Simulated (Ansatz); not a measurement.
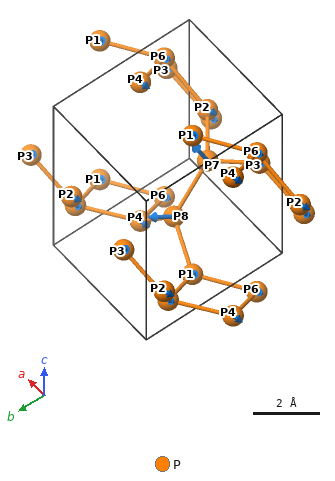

This is a relaxation of a crystal of P (a generated structure, set up in Amm2) (coarse preliminary run). The starting structure is drawn; blue arrows show the displacements (the part carried along by the change of the cell is left out), at their true length.

The picture is a ball-and-stick view of the cell of the calculation, seen from a free direction.

All numbers below come from Ansatz 0.2.0, DFT PBE, scalar-relativistic, plane waves, PAW.

Input
```yaml
crystal:
  lattice:
    - [6.15423411, 0.0, 0.0]
    - [0.0, 4.13219927, 2.8542908]
    - [0.0, -4.13219927, 2.8542908]
  atoms:
    - { symbol: P, position: [0.21897726, 0.51023861, 0.01683373] }
    - { symbol: P, position: [0.78102274, 0.01683373, 0.51023861] }
    - { symbol: P, position: [0.21897726, 0.01683373, 0.51023861] }
    - { symbol: P, position: [0.78102274, 0.51023861, 0.01683373] }
    - { symbol: P, position: [0.0, 0.83828013, 0.18568576] }
    - { symbol: P, position: [0.0, 0.18568576, 0.83828013] }
    - { symbol: P, position: [0.5, 0.20636464, 0.45410223] }
    - { symbol: P, position: [0.5, 0.45410223, 0.20636464] }
basis:
  ecutwfc: 420
kpoints:
  mp_grid: { grid: [4, 4, 4] }
hamiltonian:
  xc: pbe
scf:
  occupations: { method: gaussian, width: 0.1 }
  lower_state_search: "off"
output:
  forces: true
  stress: true
  eigenvalues: true
relax:
  adjacent_minimum: "off"
  f_tol: 0.04
  max_steps: 70
  cell: { stress_tol: 0.4 }
```

Run as
```bash
ansatz run input.yaml --threads 1 --pin off --max-ram 2560MiB --backend cpu --events-out ev --progress --plain --runs-dir out
```

Question: Describe the change and its energy.

Answer: The largest moves relative to the cell, 0.94 Å, are those of P7 and P8. P7 goes along [0 1 2]. Cell: a 6.154 → 6.477 Å (+5.2 %), b = c 5.022 → 4.633 Å (−7.8 %), α 110.7° → 91.8°. Volume −4.3 %. Among the contacts that change: P1–P7 3.202 → 2.343 Å, P5–P6 2.871 → 2.305 Å, P1–P4 2.695 → 3.238 Å, P1–P3 2.855 → 3.225 Å. Among the angles between lasting bonds that change: P5–P1–P8 125.7° → 93.0°, P6–P1–P8 122.6° → 154.7°, P2–P7–P3 115.8° → 87.6°. The space group (tolerance 0.01 Å) goes from Amm2 (No. 38) to Fmmm (No. 69). After 13 accepted moves (15 points after the start) the energy has fallen by 5.269 eV per cell of the calculation. Largest force component: 2.7 eV/Å at the start, 0.007 eV/Å at the end. The pressure goes from 26.85 to 0.17 GPa. The line search rejected the trial step at point 13 of the run. At 1 point the geometry stayed and the basis and grid were re-selected for the new cell (energy shift of 16.2 meV per cell of the calculation at most each time).
